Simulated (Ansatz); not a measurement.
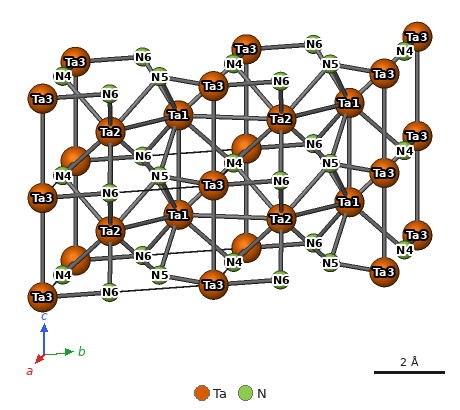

Reference structure: solid TaN (set up in P-62m). The picture is a ball-and-stick view of the cell of the calculation, repeated 1 × 2 × 2 with one cell outlined, seen slightly off an axis.

Theory: Ansatz, DFT r2SCAN, scalar-relativistic, plane waves, PAW. Set-up: plane-wave cutoff 500 eV; k-point mesh 12 × 12 × 12; occupations gaussian; smearing width 0.1 eV; no spin polarisation.

Change: Strain along c alone, −2.0 %, is applied. The other axes are held and the atoms relaxed.

Question: What is the effect?

Answer: It costs 10.3 meV per atom. The pressure goes from 0.0 to 7.4 GPa. The principal stresses (compression positive) are 14.8 GPa along c and 3.7 GPa across it. Cell: a = b unchanged at 5.200 Å, c 2.910 → 2.852 Å (−2.0 %). Volume −2.0 %. No atom moves by more than 0.005 Å relative to the cell. Near-neighbour distances before and after: Ta–Ta 2.910 → 2.852 Å, N–Ta 2.164 → 2.145 Å. The space group stays P-62m (No. 189).

The changed structure in the same view:

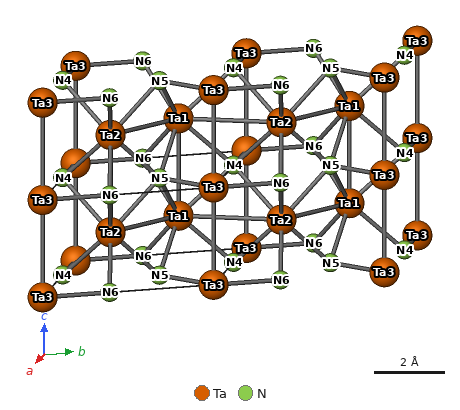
